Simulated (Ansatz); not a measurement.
Structure of V:

Space group Fm-3m (No. 225). a = 3.800 Å, b = 3.800 Å, c = 3.800 Å, α = 90.00°, β = 90.00°, γ = 90.00°
```
atom  site  symmetry       x       y       z
   V    4a      m-3m  0.0000  0.0000  0.0000
```

Structure used: the input geometry of an electronic-structure calculation (not necessarily at equilibrium); the starting structure was generated, so it need not be a known form of this composition.

Question: Where will the first 3 clear peaks of its X-ray PDF lie (peak width σ = 0.15 Å), and from which pairs do they come?

Answer: 1. 2.68 Å: V–V at 2.69 Å
2. 3.79 Å: V–V at 3.80 Å
3. 4.65 Å: V–V at 4.65 Å

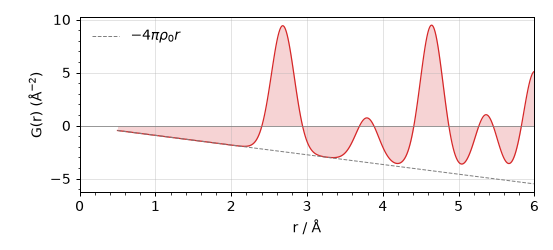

The curve is a calculated X-ray PDF: distances of the static structure, each pair weighted by the product of the atomic numbers (X-ray weights at Q = 0), broadened by Gaussians with σ = 0.15 Å. No termination ripples are included.
